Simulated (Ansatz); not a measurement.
## Run report: Zr8HS16, nudged elastic band (part 2 of 3)

Continued. System: Zr8HS16 (defect cell, 25 atoms in the cell). Method: DFT PBE, scalar-relativistic, plane waves, PAW, spin-polarised (Ansatz 0.2.0); cutoff 420 eV, 2×2×2 k-mesh, Gaussian smearing of 0.02 eV, collinear spins. The structure derives from a Materials Project entry. The run did not end well. It belongs to a series of runs on one base structure; here: climbing-image band for the jump of H by 3.53 A. The run did not end well; see the last part.

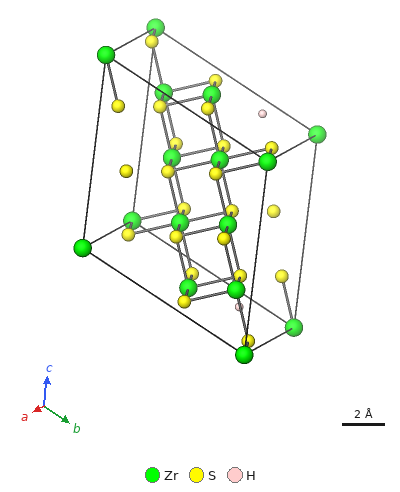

**Figure 1.** The structure as given in the input (ball-and-stick view of the cell of the calculation, seen slightly off an axis). An atom can appear more than once, as a periodic image.

Log, continued
```
NEB image 1
Initial density: handed on by an earlier stage of this run
Starting moments: Σ|m| = 0.83 μB on 1 of 25 sites; this step starts from the density that it was given
Initial wavefunctions: those handed on with the density
preconditioner: auto → Resta (q_TF=auto, 2.237 Å⁻¹)  ε∞=6.4  [insulator: Δε(μ)=0.539 eV  Ē_g=7.208 eV  σ=0.020 eV  W_gap=1.00  n_scr=128 (ndim 8)  ℏωp=16.7 eV  f_vac=0.135  D(μ)=0.00/eV (n_scr^D=0)  ε∞_Penn≈6.4]
spin=Collinear: Resta preconditioning applied to the charge; magnetization (m = ρ↑ − ρ↓) channel mixes plain (no charge-response kernel on spin).
SCF 6 converged in 8 iterations: F = -47954.862443 eV  dr2 = 2.65e-8
NEB image 2
preconditioner: auto → Resta (q_TF=auto, 2.237 Å⁻¹)  ε∞=6.4  [insulator: Δε(μ)=0.073 eV  Ē_g=7.229 eV  σ=0.020 eV  W_gap=0.99  n_scr=128 (ndim 8)  ℏωp=16.7 eV  f_vac=0.136  D(μ)=0.50/eV (n_scr^D=0)  ε∞_Penn≈6.4]
spin=Collinear: Resta preconditioning applied to the charge; magnetization (m = ρ↑ − ρ↓) channel mixes plain (no charge-response kernel on spin).
iteration 101: the SCF's residuals had fallen too slowly under its mixing. It goes on by minimising its free energy, and can end on another state than longer mixing would; under `scf.algorithm: density_mixing` no SCF does so, but by `scf.convergence.dm_fallback`
SCF 7 converged in 110 iterations: F = -47955.258489 eV  dr2 = 5.05e-10
NEB image 3
spin=Collinear: Resta preconditioning applied to the charge; magnetization (m = ρ↑ − ρ↓) channel mixes plain (no charge-response kernel on spin).
SCF 8 converged in 8 iterations: F = -47954.862443 eV  dr2 = 2.66e-8
NEB iter   2: max|band force component| = 8.476e-1 eV/Å  barrier→ = 0.0000 eV  barrier← = 0.0000 eV  Δτ_max = 0.0999 Å  (126 SCF iters)
[... from here on the SCF iterations and repeated set-up lines of each step are left out, up to the last step ...]
NEB image 1
SCF 9 converged in 8 iterations: F = -47954.889981 eV  dr2 = 1.20e-8
NEB image 2
SCF 10 converged in 9 iterations: F = -47955.464010 eV  dr2 = 6.36e-9
NEB image 3
SCF 11 converged in 8 iterations: F = -47954.889981 eV  dr2 = 1.24e-8
NEB iter   3: max|band force component| = 5.149e-1 eV/Å  barrier→ = 0.0000 eV  barrier← = 0.0000 eV  Δτ_max = 0.1993 Å  (25 SCF iters)
NEB image 1
SCF 12 converged in 11 iterations: F = -47955.148596 eV  dr2 = 6.30e-10
NEB image 2
SCF 13 converged in 9 iterations: F = -47955.547573 eV  dr2 = 5.07e-8
NEB image 3
SCF 14 converged in 11 iterations: F = -47955.148597 eV  dr2 = 6.27e-10
NEB iter   4: max|band force component| = 9.356e-1 eV/Å  barrier→ = 0.0000 eV  barrier← = 0.0000 eV  Δτ_max = 0.1003 Å  (31 SCF iters)
NEB image 1
SCF 15 converged in 10 iterations: F = -47955.328247 eV  dr2 = 2.34e-9
NEB image 2
SCF 16 converged in 8 iterations: F = -47955.614138 eV  dr2 = 3.06e-8
NEB image 3
SCF 17 converged in 10 iterations: F = -47955.328248 eV  dr2 = 2.33e-9
NEB iter   5: max|band force component| = 1.063e0 eV/Å  barrier→ = 0.0000 eV  barrier← = 0.0000 eV  Δτ_max = 0.2000 Å  (28 SCF iters)
NEB image 1
SCF 18 converged in 10 iterations: F = -47955.841066 eV  dr2 = 1.25e-8
NEB image 2
SCF 19 converged in 7 iterations: F = -47955.630285 eV  dr2 = 1.91e-8
NEB image 3
SCF 20 converged in 10 iterations: F = -47955.841067 eV  dr2 = 1.26e-8
NEB iter   6: max|band force component| = 9.315e-1 eV/Å  barrier→ = 0.0000 eV  barrier← = 0.0000 eV  Δτ_max = 0.1995 Å  (27 SCF iters)
NEB image 1
SCF 21 converged in 14 iterations: F = -47955.826547 eV  dr2 = 4.98e-8
NEB image 2
SCF 22 converged in 8 iterations: F = -47955.651368 eV  dr2 = 8.30e-8
NEB image 3
SCF 23 converged in 14 iterations: F = -47955.826564 eV  dr2 = 4.85e-8
NEB iter   7: max|band force component| = 2.575e0 eV/Å  barrier→ = 0.0000 eV  barrier← = 0.0000 eV  Δτ_max = 0.0995 Å  (36 SCF iters)
NEB image 1
SCF 24 converged in 13 iterations: F = -47956.146812 eV  dr2 = 6.09e-11
NEB image 2
SCF 25 converged in 7 iterations: F = -47955.658208 eV  dr2 = 6.26e-8
NEB image 3
SCF 26 converged in 13 iterations: F = -47956.146818 eV  dr2 = 6.22e-11
NEB iter   8: max|band force component| = 4.996e-1 eV/Å  barrier→ = -0.8737 eV  barrier← = -0.8737 eV  CI = image 2  Δτ_max = 0.1998 Å  (33 SCF iters)
NEB image 1
SCF 27 converged in 10 iterations: F = -47956.242097 eV  dr2 = 1.04e-8
NEB image 2
SCF 28 converged in 7 iterations: F = -47955.662725 eV  dr2 = 7.10e-8
NEB image 3
SCF 29 converged in 10 iterations: F = -47956.242234 eV  dr2 = 1.04e-8
NEB iter   9: max|band force component| = 2.900e-1 eV/Å  barrier→ = -0.8782 eV  barrier← = -0.8782 eV  CI = image 2  Δτ_max = 0.2000 Å  (27 SCF iters)
NEB image 1
SCF 30 converged in 14 iterations: F = -47956.316426 eV  dr2 = 2.60e-10
NEB image 2
SCF 31 converged in 6 iterations: F = -47955.664246 eV  dr2 = 6.38e-8
NEB image 3
SCF 32 converged in 14 iterations: F = -47956.316279 eV  dr2 = 2.80e-10
NEB iter  10: max|band force component| = 1.242e-1 eV/Å  barrier→ = -0.8797 eV  barrier← = -0.8797 eV  CI = image 2  Δτ_max = 0.1360 Å  (34 SCF iters)
NEB image 1
SCF 33 converged in 16 iterations: F = -47956.348130 eV  dr2 = 3.52e-11
NEB image 2
SCF 34 converged in 6 iterations: F = -47955.664655 eV  dr2 = 3.19e-8
NEB image 3
SCF 35 converged in 18 iterations: F = -47956.348663 eV  dr2 = 1.13e-10
NEB iter  11: max|band force component| = 1.055e-1 eV/Å  barrier→ = -0.8801 eV  barrier← = -0.8801 eV  CI = image 2  Δτ_max = 0.0136 Å  (40 SCF iters)
NEB image 1
SCF 36 converged in 13 iterations: F = -47956.350789 eV  dr2 = 4.47e-11
NEB image 2
SCF 37 converged in 6 iterations: F = -47955.664758 eV  dr2 = 8.11e-9
NEB image 3
SCF 38 converged in 15 iterations: F = -47956.350254 eV  dr2 = 1.84e-11
NEB iter  12: max|band force component| = 5.729e-2 eV/Å  barrier→ = -0.8802 eV  barrier← = -0.8802 eV  CI = image 2  Δτ_max = 0.0108 Å  (34 SCF iters)
NEB image 1
SCF 39 converged in 13 iterations: F = -47956.350387 eV  dr2 = 4.59e-11
NEB image 2
SCF 40 converged in 6 iterations: F = -47955.664793 eV  dr2 = 2.93e-9
NEB image 3
SCF 41 converged in 12 iterations: F = -47956.351190 eV  dr2 = 2.75e-10
NEB image 1
NEB image 3
NEB image 2
NEB iter  13: max|band force component| = 2.403e-2 eV/Å  barrier→ = -0.8803 eV  barrier← = -0.8803 eV  CI = image 2  Δτ_max = 0.0000 Å  (31 SCF iters)
  M     (μB):  +1.0000  +0.0000  +0.0000  +0.0000  +1.0000
  M_abs (μB):   1.0553   0.0001   0.0000   0.0000   1.0553
NEB image 1, for a test of the images' electronic states
Following the negative reading down, search 1: the free energy F (with its fill's electron-count term) along its direction. At the converged state itself: F - F(close) = +0.000e0 eV
  point 1 (+, 4.0e-4 eV away): F - F(close) = -2.552e-4 eV
  point 2 (+, 1.6e-3 eV away): F - F(close) = -7.446e-4 eV
  point 3 (+, 6.4e-3 eV away): F - F(close) = -9.460e-4 eV
  point 4 (+, 2.6e-2 eV away): F - F(close) = +3.325e-3 eV
  point 5 (-, 4.0e-4 eV away): F - F(close) = -2.548e-4 eV
  point 6 (-, 1.6e-3 eV away): F - F(close) = -7.443e-4 eV
  point 7 (-, 6.4e-3 eV away): F - F(close) = -9.460e-4 eV
  point 8 (-, 2.6e-2 eV away): F - F(close) = +3.324e-3 eV
preconditioner: auto → Kerker (q_TF=auto, 2.237 Å⁻¹)  [metal: Δε(μ)=0.011 eV  Ē_g=7.356 eV  σ=0.020 eV  W_gap=0.30  n_scr=128 (ndim 8)  ℏωp=16.7 eV  f_vac=0.138  D(μ)=15.42/eV (n_scr^D=100)]
spin=Collinear: Kerker preconditioning applied to the charge; magnetization (m = ρ↑ − ρ↓) channel mixes plain (no charge-response kernel on spin).
SCF 42 converged in 8 iterations: F = -47956.351551 eV  dr2 = 2.06e-8
NEB image 3, for a test of the images' electronic states
Following the negative reading down, search 1: the free energy F (with its fill's electron-count term) along its direction. At the converged state itself: F - F(close) = -1.455e-11 eV
  point 1 (+, 4.0e-4 eV away): F - F(close) = -2.570e-4 eV
  point 2 (+, 1.6e-3 eV away): F - F(close) = -7.502e-4 eV
  point 3 (+, 6.4e-3 eV away): F - F(close) = -9.561e-4 eV
  point 4 (+, 2.6e-2 eV away): F - F(close) = +3.315e-3 eV
  point 5 (-, 4.0e-4 eV away): F - F(close) = -2.567e-4 eV
  point 6 (-, 1.6e-3 eV away): F - F(close) = -7.500e-4 eV
  point 7 (-, 6.4e-3 eV away): F - F(close) = -9.561e-4 eV
  point 8 (-, 2.6e-2 eV away): F - F(close) = +3.314e-3 eV
spin=Collinear: Kerker preconditioning applied to the charge; magnetization (m = ρ↑ − ρ↓) channel mixes plain (no charge-response kernel on spin).
SCF 43 converged in 7 iterations: F = -47956.352361 eV  dr2 = 9.95e-8
NEB image 1, for a test of the images' electronic states
Initial wavefunctions: pseudopotential atomic-orbital guess (no wavefunctions were taken with the density)
preconditioner: auto → Resta (q_TF=auto, 2.237 Å⁻¹)  ε∞=6.2  [insulator: Δε(μ)=0.024 eV  Ē_g=7.301 eV  σ=0.020 eV  W_gap=0.61  n_scr=128 (ndim 8)  ℏωp=16.7 eV  f_vac=0.133  D(μ)=14.64/eV (n_scr^D=88)  ε∞_Penn≈6.2]
spin=Collinear: Resta preconditioning applied to the charge; magnetization (m = ρ↑ − ρ↓) channel mixes plain (no charge-response kernel on spin).
preconditioner: auto → Kerker (q_TF=auto, 2.237 Å⁻¹)  [metal: Δε(μ)=0.016 eV  Ē_g=7.329 eV  σ=0.020 eV  W_gap=0.44  n_scr=128 (ndim 8)  ℏωp=16.7 eV  f_vac=0.133  D(μ)=19.46/eV (n_scr^D=144)]
spin=Collinear: Kerker preconditioning applied to the charge; magnetization (m = ρ↑ − ρ↓) channel mixes plain (no charge-response kernel on spin).
SCF 44 converged in 13 iterations: F = -47956.351551 eV  dr2 = 9.05e-9
NEB image 2, for a test of the images' electronic states
preconditioner: auto → Resta (q_TF=auto, 2.237 Å⁻¹)  ε∞=6.3  [insulator: Δε(μ)=0.069 eV  Ē_g=7.265 eV  σ=0.020 eV  W_gap=0.55  n_scr=128 (ndim 8)  ℏωp=16.7 eV  f_vac=0.140  D(μ)=18.15/eV (n_scr^D=136)  ε∞_Penn≈6.3]
spin=Collinear: Resta preconditioning applied to the charge; magnetization (m = ρ↑ − ρ↓) channel mixes plain (no charge-response kernel on spin).
SCF 45 converged in 13 iterations: F = -47955.664793 eV  dr2 = 1.50e-9
NEB image 3, for a test of the images' electronic states
preconditioner: auto → Resta (q_TF=auto, 2.237 Å⁻¹)  ε∞=6.2  [insulator: Δε(μ)=0.030 eV  Ē_g=7.346 eV  σ=0.020 eV  W_gap=0.72  n_scr=128 (ndim 8)  ℏωp=16.7 eV  f_vac=0.139  D(μ)=14.09/eV (n_scr^D=80)  ε∞_Penn≈6.2]
spin=Collinear: Resta preconditioning applied to the charge; magnetization (m = ρ↑ − ρ↓) channel mixes plain (no charge-response kernel on spin).
SCF 46 converged in 14 iterations: F = -47956.352361 eV  dr2 = 2.28e-9
NEB image 4, for a test of the images' electronic states
preconditioner: auto → Resta (q_TF=auto, 2.237 Å⁻¹)  ε∞=6.3  [insulator: Δε(μ)=1.410 eV  Ē_g=7.232 eV  σ=0.020 eV  W_gap=1.00  n_scr=128 (ndim 8)  ℏωp=16.7 eV  f_vac=0.138  D(μ)=0.00/eV (n_scr^D=0)  ε∞_Penn≈6.3]
spin=Collinear: Resta preconditioning applied to the charge; magnetization (m = ρ↑ − ρ↓) channel mixes plain (no charge-response kernel on spin).
SCF 47 converged in 11 iterations: F = -47954.784536 eV  dr2 = 1.09e-8
NEB image 3, for a test of the images' electronic states
preconditioner: auto → Resta (q_TF=auto, 2.237 Å⁻¹)  ε∞=6.2  [insulator: Δε(μ)=0.024 eV  Ē_g=7.301 eV  σ=0.020 eV  W_gap=0.61  n_scr=128 (ndim 8)  ℏωp=16.7 eV  f_vac=0.133  D(μ)=14.67/eV (n_scr^D=88)  ε∞_Penn≈6.2]
spin=Collinear: Resta preconditioning applied to the charge; magnetization (m = ρ↑ − ρ↓) channel mixes plain (no charge-response kernel on spin).
preconditioner: auto → Kerker (q_TF=auto, 2.237 Å⁻¹)  [metal: Δε(μ)=0.016 eV  Ē_g=7.329 eV  σ=0.020 eV  W_gap=0.44  n_scr=128 (ndim 8)  ℏωp=16.7 eV  f_vac=0.133  D(μ)=19.49/eV (n_scr^D=144)]
spin=Collinear: Kerker preconditioning applied to the charge; magnetization (m = ρ↑ − ρ↓) channel mixes plain (no charge-response kernel on spin).
SCF 48 converged in 13 iterations: F = -47956.352361 eV  dr2 = 8.81e-9
NEB image 2, for a test of the images' electronic states
preconditioner: auto → Resta (q_TF=auto, 2.237 Å⁻¹)  ε∞=6.3  [insulator: Δε(μ)=0.070 eV  Ē_g=7.265 eV  σ=0.020 eV  W_gap=0.55  n_scr=128 (ndim 8)  ℏωp=16.7 eV  f_vac=0.140  D(μ)=18.12/eV (n_scr^D=136)  ε∞_Penn≈6.3]
spin=Collinear: Resta preconditioning applied to the charge; magnetization (m = ρ↑ − ρ↓) channel mixes plain (no charge-response kernel on spin).
SCF 49 converged in 12 iterations: F = -47955.664793 eV  dr2 = 8.29e-9
NEB image 1, for a test of the images' electronic states
preconditioner: auto → Resta (q_TF=auto, 2.237 Å⁻¹)  ε∞=6.2  [insulator: Δε(μ)=0.030 eV  Ē_g=7.346 eV  σ=0.020 eV  W_gap=0.72  n_scr=128 (ndim 8)  ℏωp=16.7 eV  f_vac=0.139  D(μ)=14.05/eV (n_scr^D=80)  ε∞_Penn≈6.2]
spin=Collinear: Resta preconditioning applied to the charge; magnetization (m = ρ↑ − ρ↓) channel mixes plain (no charge-response kernel on spin).
SCF 50 converged in 14 iterations: F = -47956.351551 eV  dr2 = 2.84e-9
NEB image 0, for a test of the images' electronic states
iter 1 solved again at ethr=9.79e-4 eV; its pass at ethr=3.10e-3 eV (dr2=1.89e0 eV) is discarded
SCF iter   1: F=—  HF=-47954.384881 eV  |F-HF|=—  |Δ(HF+E_count)|=         —  Δρ=1.07e-2 (↑9.40e-3 ↓1.07e-2)  dr2=1.89e0  dr2_m=3.13e-1  M=1.000 μB ∫|m|=1.201 μB  β_m=0.30  ethr=9.79e-4  ⟨swp⟩=2.9  Hψ=4923  notcnv=0
spin=Collinear: Resta preconditioning applied to the charge; magnetization (m = ρ↑ − ρ↓) channel mixes plain (no charge-response kernel on spin).
SCF iter   2: F=—  HF=-47954.392845 eV  |F-HF|=—  |Δ(HF+E_count)|=   7.96e-3  Δρ=7.60e-3 (↑6.64e-3 ↓7.60e-3)  dr2=8.76e-1  dr2_m=1.58e-1  M=1.000 μB ∫|m|=1.172 μB  β_m=0.63  ethr=9.78e-4  ⟨swp⟩=1.8  Hψ=1147  notcnv=0
SCF iter   3: F=—  HF=-47954.769728 eV  |F-HF|=—  |Δ(HF+E_count)|=   3.77e-1  Δρ=1.07e-3 (↑1.07e-3 ↓1.03e-3)  dr2=3.12e-2  dr2_m=2.32e-3  M=1.000 μB ∫|m|=1.076 μB  β_m=0.79  ethr=4.54e-4  ⟨swp⟩=4.0  Hψ=1891  notcnv=0
SCF iter   4: F=—  HF=-47954.777528 eV  |F-HF|=—  |Δ(HF+E_count)|=   7.80e-3  Δρ=3.29e-4 (↑3.29e-4 ↓3.02e-4)  dr2=4.51e-3  dr2_m=1.19e-4  M=1.000 μB ∫|m|=1.057 μB  β_m=0.89  ethr=1.61e-5  ⟨swp⟩=2.0  Hψ=1663  notcnv=0  defer=114
SCF iter   5: F=—  HF=-47954.778839 eV  |F-HF|=—  |Δ(HF+E_count)|=   1.31e-3  Δρ=1.33e-4 (↑1.16e-4 ↓1.33e-4)  dr2=8.86e-4  dr2_m=1.71e-5  M=1.000 μB ∫|m|=1.055 μB  β_m=0.94  ethr=2.34e-6  ⟨swp⟩=2.0  Hψ=1302  notcnv=0  defer=114
SCF iter   6: F=—  HF=-47954.779253 eV  |F-HF|=—  |Δ(HF+E_count)|=   4.13e-4  Δρ=5.33e-5 (↑5.16e-5 ↓5.33e-5)  dr2=1.82e-4  dr2_m=1.15e-6  M=1.000 μB ∫|m|=1.055 μB  β_m=0.91  ethr=4.59e-7  ⟨swp⟩=2.0  Hψ=1348  notcnv=0  defer=114
SCF iter   7: F=—  HF=-47954.779278 eV  |F-HF|=—  |Δ(HF+E_count)|=   2.52e-5  Δρ=1.73e-5 (↑1.73e-5 ↓1.73e-5)  dr2=1.30e-5  dr2_m=4.20e-7  M=1.000 μB ∫|m|=1.055 μB  β_m=0.95  ethr=9.42e-8  ⟨swp⟩=2.0  Hψ=1225  notcnv=0  defer=114
SCF iter   8: F=—  HF=-47954.784533 eV  |F-HF|=—  |Δ(HF+E_count)|=   5.25e-3  Δρ=1.00e-5 (↑1.00e-5 ↓9.20e-6)  dr2=3.74e-6  dr2_m=1.94e-7  M=1.000 μB ∫|m|=1.055 μB  β_m=0.93  ethr=6.73e-9  ⟨swp⟩=3.0  Hψ=1630  notcnv=0  defer=114
SCF iter   9: F=—  HF=-47954.784535 eV  |F-HF|=—  |Δ(HF+E_count)|=   2.26e-6  Δρ=3.82e-6 (↑3.82e-6 ↓3.82e-6)  dr2=3.29e-7  dr2_m=4.37e-8  M=1.000 μB ∫|m|=1.055 μB  β_m=0.97  ethr=1.94e-9  ⟨swp⟩=2.0  Hψ=1250  notcnv=0  defer=114
SCF iter  10: F=—  HF=-47954.784536 eV  |F-HF|=—  |Δ(HF+E_count)|=   6.56e-7  Δρ=1.76e-6 (↑1.76e-6 ↓1.63e-6)  dr2=1.50e-7  dr2_m=3.56e-9  M=1.000 μB ∫|m|=1.055 μB  β_m=0.92  ethr=5.18e-11  ⟨swp⟩=4.5  Hψ=3060  notcnv=0
SCF iter  11: F=-47954.784536 eV  HF=-47954.784536 eV  |F-HF|=8.84e-9  |Δ(HF+E_count)|=   4.46e-8  Δρ=5.50e-7 (↑5.50e-7 ↓5.00e-7)  dr2=1.13e-8  dr2_m=4.79e-10  M=1.000 μB ∫|m|=1.055 μB  ethr=5.18e-11  ⟨swp⟩=4.0  Hψ=2603  notcnv=0
SCF 51 converged in 11 iterations: F = -47954.784536 eV  dr2 = 1.13e-8
NEB iter  14: max|band force component| = 2.364e-2 eV/Å  barrier→ = -0.8803 eV  barrier← = -0.8803 eV  CI = image 2  Δτ_max = 0.0000 Å  (0 SCF iters)
  M     (μB):  +1.0000  +0.4775  +0.0000  +0.4778  +1.0000
  M_abs (μB):   1.0553   0.5229   0.0000   0.5232   1.0553
```

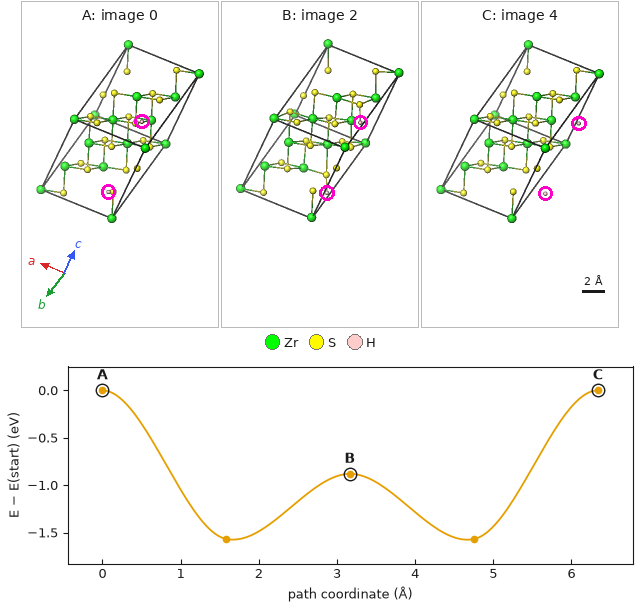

**Figure 2.** Images of the last band (counted from 0; ball-and-stick, reduced simulation cell, seen at an oblique angle), with the moving atom and its periodic copies ringed, above the energy along the path; the line is a cubic interpolation that uses the forces. No image lies above both ends; the end is 0.000 eV below the start. A local maximum stands at image 2, −0.880 eV from the start. The path is 6.34 Å long, and H25 moves most (3.53 Å). The band had not converged after 14 iterations.

```
electronic states of the nudged elastic band's images, as of iteration 14 (images are counted from 0 at the initial end point): none tested
Step failed. What follows is not a result of the run: it is the report of the last solve that finished, which converged after 11 SCF iterations.
Magnetization: 1.0000 μB (97.0000 up, 96.0000 down)
Absolute magnetization: 1.0553 μB (∫|ρ↑−ρ↓|, with the PAW one-centre terms)
Spin contamination: 0.0054 ħ² per cell (⟨S²⟩ above its minimum at these occupations)
Per-site moments (μB) at R_I (Å): [(9.715443762420415e-5, 1.061007516389715), (-0.0014728008599366696, 1.0610193193815456), (0.006562358634481514, 1.0602904027737503), (0.0059810048494235634, 1.0596757558718346), (0.006471034337225856, 1.0602663932844276), (0.005624894858625404, 1.0602896031485007), (0.0059747569479927445, 1.059703651149359), (0.0062851488967145, 1.0602188759196582), (0.012736737409609273, 1.059703651149359), (-8.815936314023195e-5, 1.061079118529452), (0.0035091204265999556, 1.0611592115766553), (-0.0001201756936942979, 1.0610987754145955), (0.0007215223551953101, 1.061007516389715), (0.0036540974611716476, 1.0611819327573957), (0.013385272261719023, 1.0596757558718346), (0.015187992708497761, 1.0602663932844276), (0.010829597215479903, 1.0598978258686227), (-0.0003490879940789583, 1.061097728027909), (0.0037658177029274514, 1.061391922779839), (-0.0003789014046080584, 1.0611203994091982), (0.011328070477034245, 1.0608889232865246), (0.0035791028813713776, 1.0614313693040598), (0.011375342913440148, 1.0598866767920354), (0.0005594044542149726, 1.0610193193815456), (0.754069856151685, 1.147695261505297)]
Free energy (F): -47954.784536 eV
Harris-Foulkes:  -47954.784536 eV  (|F-HF|=8.84e-9)
Internal energy: -47954.784536 eV  (E = F + TS)
E sigma→0 (E₀):  -47954.784536 eV
Fermi energy:    5.734204 eV
--- Per-component energies (eV) ---
  E_band       = -1672.898593
  E_kinetic    = 4377.387016
  E_local      = -13570.221510  (includes V_loc(G=0)·N_el)
  E_nonlocal   = 1077.453160
  E_hartree    = 5048.907312
  E_xc         = -2859.843612
  E_vxc        = -2941.619204  (∫ρ·V_xc dr)
  E_paw        = -33230.664346  (= ΣΔE_a)
  E_vpaw       = -713.714174  (= ΣTr[D̂ρ^β])
  E_aug_tail   = -0.000708  (compensation charges beyond the density's cutoff)
  E_ewald      = -8797.801847
  E_smearing   = -0.000000  (= −TS)
  E_closure    = 0.000000  (closes the sum)
  Σ components = -47954.784536   (vs F -47954.784536, Δ=0.00e0)
--- Forces (eV/Å), atoms counted from 1 ---
  atom   1  Zr    -0.00865399     0.00467231    -0.00831858
  atom   2  Zr     0.00172531    -0.00117025    -0.00637731
  atom   3  Zr     0.00490092    -0.01678511     0.00116324
  atom   4  Zr    -0.00149948     0.01013768     0.00345162
  atom   5  Zr     0.01676326     0.00391331     0.00112263
  atom   6  Zr    -0.00383051    -0.01157769    -0.00231779
  atom   7  Zr    -0.00754092    -0.00172862     0.00366687
  atom   8  Zr     0.00856516     0.01035470    -0.00226322
  atom   9  S     -0.01338372    -0.00691920    -0.01207875
  atom  10  S     -0.00510441    -0.00543528     0.00783992
  atom  11  S     -0.00278022     0.00102978     0.00325828
  atom  12  S      0.00231245     0.00632087     0.00725342
  atom  13  S      0.00648805    -0.00337537    -0.00197747
  atom  14  S     -0.00269051     0.00181170     0.00355054
  atom  15  S     -0.00080052     0.01434075    -0.01234147
  atom  16  S      0.01798573    -0.01079392    -0.01228926
  atom  17  S      0.00083705    -0.00728474     0.01371830
  atom  18  S      0.00036019    -0.00761894    -0.00281518
  atom  19  S     -0.00029506    -0.00554496    -0.00212625
  atom  20  S      0.00584244     0.00338061    -0.00244306
  atom  21  S     -0.01778201     0.00993337     0.00953158
  atom  22  S      0.00409084     0.00283353    -0.00174509
  atom  23  S      0.00614550     0.00252050     0.01422709
  atom  24  S     -0.01049589     0.00649370     0.00157200
  atom  25  H     -0.00116534     0.00050797    -0.00321931
  max |Σ_I F_I| component: 4.28e-5 eV/Å
--- Band table (eV; the first three rows and the last of 8) ---
```
